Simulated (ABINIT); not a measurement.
**G0W0 calculation of MoS2 (part 4 of 4)**

MoS2 (P6₃/mmc, 6 atoms in the cell); Kohn-Sham DFT of a periodic cell, PBE, PseudoDojo NC SR PBE v0.4.1 standard, G0W0, no spin polarisation (ABINIT 10.8.3); cutoff 952.4 eV, 4×4×1 k-mesh, fixed occupations. The structure derives from an entry of the Crystallography Open Database.

Geometry of the input (Å; fractional positions):
```
3.1690  0.0000  0.0000
-1.5845  2.7444  0.0000
0.0000  0.0000  12.3240
Mo 0.6667  0.3333  0.7500
Mo 0.3333  0.6667  0.2500
S  0.6667  0.3333  0.3770
S  0.3333  0.6667  0.8770
S  0.6667  0.3333  0.1230
S  0.3333  0.6667  0.6230
```

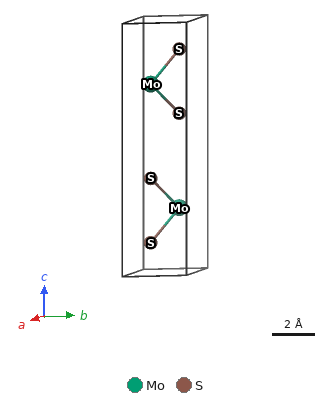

Figure 1. The structure (ball-and-stick view of the cell of the calculation, seen slightly off an axis). An atom can appear more than once, as a periodic image.

Output, continued
```
 matrix elements of self-energy operator (all in [eV])

 Perturbative Calculation

--- !SelfEnergy_ee
iteration_state: {dtset: 4, }
kpoint     : [   0.000,    0.000,    0.000, ]
spin       : 1
KS_gap     :    2.098
QP_gap     :    2.634
Delta_QP_KS:    0.536
data: !SigmaeeData |
     Band     E0 <VxcDFT>   SigX SigC(E0)      Z dSigC/dE  Sig(E)    E-E0       E
       26   8.441 -16.391 -17.245   0.414   0.816  -0.226 -16.750  -0.359   8.082
       27  10.540 -15.687 -11.100  -4.372   0.820  -0.219 -15.510   0.177  10.717
       28  10.540 -15.687 -11.100  -4.372   0.820  -0.219 -15.510   0.177  10.717
...

--- !SelfEnergy_ee
iteration_state: {dtset: 4, }
kpoint     : [   0.250,    0.000,    0.000, ]
spin       : 1
KS_gap     :    2.572
QP_gap     :    3.087
Delta_QP_KS:    0.515
data: !SigmaeeData |
     Band     E0 <VxcDFT>   SigX SigC(E0)      Z dSigC/dE  Sig(E)    E-E0       E
       26   7.079 -15.768 -17.241   0.942   0.815  -0.227 -16.200  -0.433   6.647
       27   9.652 -15.491 -11.117  -4.274   0.820  -0.220 -15.409   0.082   9.733
...

== END DATASET(S) ==============================================================
================================================================================

 -outvars: echo values of variables after computation  --------
            acell      1.8897261259E+00  1.8897261259E+00  1.8897261259E+00 Bohr
           etotal1    -1.8489907433E+02
           etotal3     0.0000000000E+00
           etotal4     0.0000000000E+00
            fcart1    -8.2432688387E-29  1.9478916403E-45 -0.0000000000E+00
                       5.2457165337E-29 -2.5959564453E-29 -0.0000000000E+00
                      -3.7469403812E-30  1.9469673340E-29 -2.2277202594E-03
                      -1.4987761525E-29 -2.5959564453E-29 -2.2277202594E-03
                       2.9975523050E-29 -1.6547216303E-45  2.2277202594E-03
                       1.8734701906E-29  3.2449455566E-29  2.2277202594E-03
            fcart3     0.0000000000E+00  0.0000000000E+00  0.0000000000E+00
                       0.0000000000E+00  0.0000000000E+00  0.0000000000E+00
                       0.0000000000E+00  0.0000000000E+00  0.0000000000E+00
                       0.0000000000E+00  0.0000000000E+00  0.0000000000E+00
                       0.0000000000E+00  0.0000000000E+00  0.0000000000E+00
                       0.0000000000E+00  0.0000000000E+00  0.0000000000E+00
            fcart4     0.0000000000E+00  0.0000000000E+00  0.0000000000E+00
                       0.0000000000E+00  0.0000000000E+00  0.0000000000E+00
                       0.0000000000E+00  0.0000000000E+00  0.0000000000E+00
                       0.0000000000E+00  0.0000000000E+00  0.0000000000E+00
                       0.0000000000E+00  0.0000000000E+00  0.0000000000E+00
                       0.0000000000E+00  0.0000000000E+00  0.0000000000E+00
            rprim      3.1690000000E+00  0.0000000000E+00  0.0000000000E+00
                      -1.5845000000E+00  2.7444345046E+00  0.0000000000E+00
                       0.0000000000E+00  0.0000000000E+00  1.2324000000E+01
           strten1    -4.0368922497E-05 -4.0368922532E-05 -7.5311074051E-05
                       0.0000000000E+00  0.0000000000E+00  0.0000000000E+00
           strten3     0.0000000000E+00  0.0000000000E+00  0.0000000000E+00
                       0.0000000000E+00  0.0000000000E+00  0.0000000000E+00
           strten4     0.0000000000E+00  0.0000000000E+00  0.0000000000E+00
                       0.0000000000E+00  0.0000000000E+00  0.0000000000E+00
           xangst      1.5845000000E+00  9.1481150153E-01  9.2430000000E+00
                      -1.9471297867E-17  1.8296230031E+00  3.0810000000E+00
                       1.5845000000E+00  9.1481150153E-01  4.6461480000E+00
                      -1.9471297867E-17  1.8296230031E+00  1.0808148000E+01
                       1.5845000000E+00  9.1481150153E-01  1.5158520000E+00
                      -1.9471297867E-17  1.8296230031E+00  7.6778520000E+00
             xred      6.6666666667E-01  3.3333333333E-01  7.5000000000E-01
                       3.3333333333E-01  6.6666666667E-01  2.5000000000E-01
                       6.6666666667E-01  3.3333333333E-01  3.7700000000E-01
                       3.3333333333E-01  6.6666666667E-01  8.7700000000E-01
                       6.6666666667E-01  3.3333333333E-01  1.2300000000E-01
                       3.3333333333E-01  6.6666666667E-01  6.2300000000E-01
 Calculation completed.
```

Summary

| quantity | value |
| --- | --- |
| outcome | converged |
| space group (tolerance 0.01 Å) | P6₃/mmc (194) |
| electrons treated | 52 |
| quasiparticle gap | 1.65 eV |
| gap on the k-point mesh | 1.21 eV |
| wall time | 7.9 min (CPU time 31 min) |
| peak memory | 1.6 GiB |

Further notes kept with the run: Slow version without MPI-IO support. Processors send data to master. Points of doubt noted for this run: bands and screening cutoff small; k mesh coarse for many body.
